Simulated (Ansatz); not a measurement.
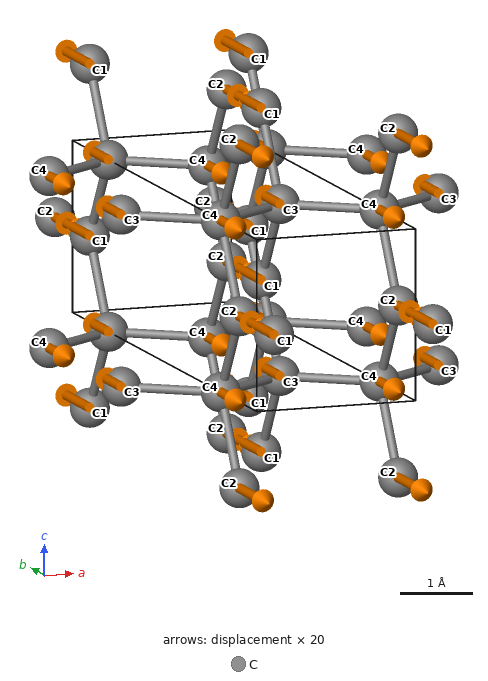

A relaxation of a crystal of C (a generated structure, set up in Cmmm) (coarse preliminary run). The starting structure is drawn; orange arrows show the displacements (the part carried along by the change of the cell is left out), 20 times their true length.

Style: ball-and-stick. Shown: the conventional cell (2 times the calculation's cell), slightly off an axis. Lengths and directions refer to the drawn axes.

Computed with DFT PBE, scalar-relativistic, plane waves, PAW (Ansatz 0.2.0). (plane-wave cutoff 420 eV; k-point mesh 8 × 8 × 8; occupations gaussian; smearing width 0.1 eV; no spin polarisation; cell and atoms relaxed; force threshold 0.04 eV/Å; at most 70 steps)

**Describe the change and its energy.**

The largest moves relative to the cell, 0.063 Å, are those of C1 and C2. C1 goes along +b. The drawn cell changes as follows: a 2.367 → 2.705 Å (+14.3 %), b 7.760 → 7.815 Å (+0.7 %), c 2.462 → 2.509 Å (+1.9 %); the volume changes by +17.3 %. Some distances before and after: C3–C4 1.459 → 1.652 Å, C1–C2 1.459 → 1.343 Å, C1–C3 1.459 → 1.492 Å. The space group stays Cmmm (No. 65). The energy falls by 1.125 eV per cell of the calculation in 8 accepted moves (10 points after the start). The largest force component goes from 3.7 to 0.014 eV/Å. The pressure goes from 48.58 to 0.03 GPa. At 2 points the geometry stayed and the basis and grid were re-selected for the new cell (energy shift of 59.8 meV per cell of the calculation at most each time).
